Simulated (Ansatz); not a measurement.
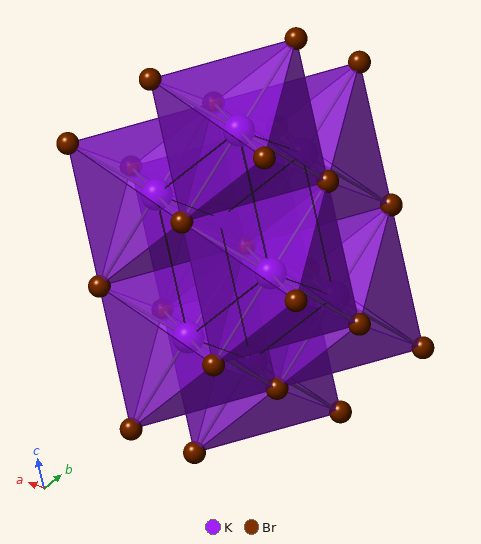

A polyhedral rendering, viewed from a general direction. The parallelepiped is the simulation cell. Some neighbours outside the box are added.

Full input:
```yaml
crystal:
  lattice:
    - [0.0, 3.2692253285, 3.2692253285]
    - [3.2692253285, 0.0, 3.2692253285]
    - [3.2692253285, 3.2692253285, 0.0]
  atoms:
    - { symbol: K, position: [0.0, 0.0, 0.0] }
    - { symbol: Br, position: [0.5, 0.5, 0.5] }
kpoints:
  mp_grid: { grid: [4, 4, 4] }
hamiltonian:
  xc: pbe
scf:
  occupations: { method: fixed }
gw:
  n_empty_bands: 291
  ecut_chi: 150
  qp_bands: [v2, c2]
  qp_kpoints: band_edges
  screening: { model: contour_deformation }
```
Run as:
```sh
ansatz run input.yaml --threads 2 --pin off --max-ram 2211MiB --backend cpu --events-out ev --progress --plain --runs-dir out
```

Theory: G0W0 on PBE, plane waves, PAW (Ansatz 0.2.0). Numerical settings: plane waves up to 420 eV, a 4×4×4 k-point mesh, no spin polarisation.

> What is the band gap, if any?

An insulator at this level, with a gap of 4.51 eV, direct.

Starting structure: a structure type filled with these elements by a generator (whether the compound takes this form wasn't checked). Earlier steps of the study may have refined or changed the cell and positions. Ansatz was used for an electronic-structure calculation on it.
